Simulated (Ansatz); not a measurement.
System: Si₈O₁₅ (cell charge +2, with a compensating background) (cell with a defect).

The calculation's input:

```
crystal:
  lattice:
    - [-4.1929, -4.1929, 0.0]
    - [4.1929, -4.1929, 0.0]
    - [0.0, 0.0, 5.3408]
  atoms:
    - { symbol: Si, position: [0.5, 0.5, 0.0] }
    - { symbol: Si, position: [0.0, 0.5, 0.25] }
    - { symbol: O, position: [-0.1947, 0.5, 0.0] }
    - { symbol: O, position: [0.0, 0.1947, 0.25] }
    - { symbol: O, position: [0.0, 0.8053, 0.25] }
    - { symbol: Si, position: [0.5, 0.5, 0.5] }
    - { symbol: Si, position: [0.0, 0.5, 0.75] }
    - { symbol: O, position: [0.1947, 0.5, 0.5] }
    - { symbol: O, position: [0.0, 0.1947, 0.75] }
    - { symbol: O, position: [0.8053, 0.5, 0.5] }
    - { symbol: O, position: [0.0, 0.8053, 0.75] }
    - { symbol: Si, position: [0.0, 0.0, 0.0] }
    - { symbol: Si, position: [0.5, 0.0, 0.25] }
    - { symbol: O, position: [0.6947, 0.0, 0.0] }
    - { symbol: O, position: [0.5, 0.6947, 0.25] }
    - { symbol: O, position: [0.3053, 0.0, 0.0] }
    - { symbol: O, position: [0.5, 0.3053, 0.25] }
    - { symbol: Si, position: [0.0, 0.0, 0.5] }
    - { symbol: Si, position: [0.5, 0.0, 0.75] }
    - { symbol: O, position: [0.6947, 0.0, 0.5] }
    - { symbol: O, position: [0.5, 0.6947, 0.75] }
    - { symbol: O, position: [0.3053, 0.0, 0.5] }
    - { symbol: O, position: [0.5, 0.3053, 0.75] }
total_charge: 2
basis:
  ecutwfc: 420.0
kpoints:
  mp_grid: { grid: [2, 2, 2] }
hamiltonian:
  xc: pbe
  dispersion: d3bj
  pseudopotentials: { kind: paw, azcp: { folder: soft_1 } }
scf:
  occupations: { method: gaussian, width: 0.02 }
  lower_state_search: "off"
relax:
  f_tol: 0.03
  max_steps: 60
  adjacent_minimum: "off"
output:
  write_density: true
  write_potential: true
  elf: true
  volumetric_format: npy
```

Command:

```sh
ansatz run input.yaml --threads 1 --pin off --max-ram 3072MiB --backend cpu --events-out ev --progress --plain --runs-dir out
```

The fields are those of the relaxed geometry.

PAW files of the earlier set (soft_1).

Method: DFT PBE-D3(BJ), scalar-relativistic, plane waves, PAW (Ansatz 0.2.0).

**What will maps of the valence pseudo-density and electron localisation function show?**

Si–O (1.78 Å): the density is about 0.92 e/Å³ at the midpoint; the ELF peaks at about 0.85 between the atoms.
Si–O (1.78 Å): ρ is about 0.92 e/Å³ halfway; the ELF peaks at about 0.85 between the atoms.

**Does the calculation give a band gap?**

It is gapped, with a Kohn–Sham gap of 2.1 eV on the k-point mesh, an upper bound to the gap of this method.

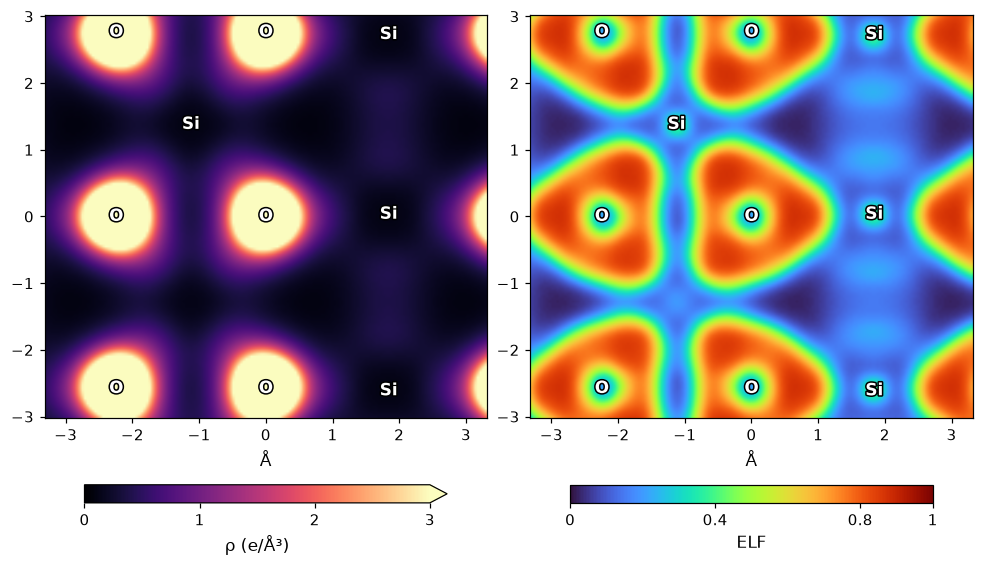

Computed valence pseudo-density and electron localisation function on the (100) plane of the calculation cell, in this order. Atoms just off the plane (Si, 0.3 Å away) can leave unmarked features too.

Core electrons are frozen (PAW), and the valence fields are smoothed inside the atomic spheres.
